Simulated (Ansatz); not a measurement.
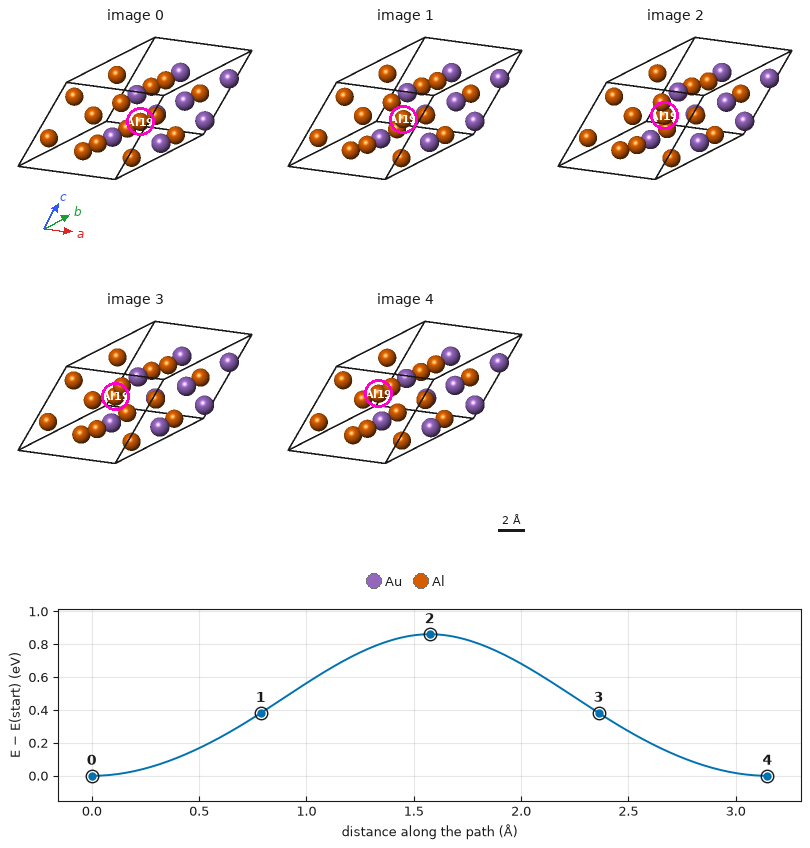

NEB run on a defect cell of composition Al$_{15}$Au$_{8}$ with an Al vacancy (23 atoms in the cell). Images are numbered from 0 (start) to 4 (end). A spheres-only model of the reduced simulation cell (origin moved), seen from a free direction. The moving atom is ringed, with any periodic copies. Lengths and directions refer to the drawn axes.

The calculation used Ansatz, DFT, PAW plane waves, PBE. Settings: plane-wave cutoff 420 eV; k-point mesh 2 × 2 × 2; Fermi-Dirac smearing 0.05 eV; 3 movable images; climbing image; force threshold 0.1 eV/Å; iteration limit 40.

Question: Describe the mechanism and the energy profile.

Answer: It is a vacancy jump: a nearby atom moves into the empty site and leaves its own site empty. An Al atom travels furthest, 2.80 Å from end to end, along [−1 −1 1], on a straight line. At the highest image its nearest neighbour (Au) is 2.41 Å away, against 2.56 Å at the start, and the surrounding atoms stand up to 0.25 Å off the mean of their end positions. The barrier is about 0.86 eV in both directions, with image 2 at the top; the ends have the same energy. The band converged in 4 iterations. The largest component of the band force went from 2.8 to 0.052 eV/Å. The climbing image converged on the top of the path. Its curvatures weren't checked. The force threshold of 0.1 eV/Å is loose, so the barrier is approximate.

Limits of the set-up: the k-point mesh is coarse for a cell with partly filled bands; the periodic images lie only 8.5 Å apart, so the values are limited by the cell's size.

The run took 43 s on 4 threads of AMD EPYC 9R45 96-Core Processor (Zen 5) (shared host), peak memory 2.4 GiB.
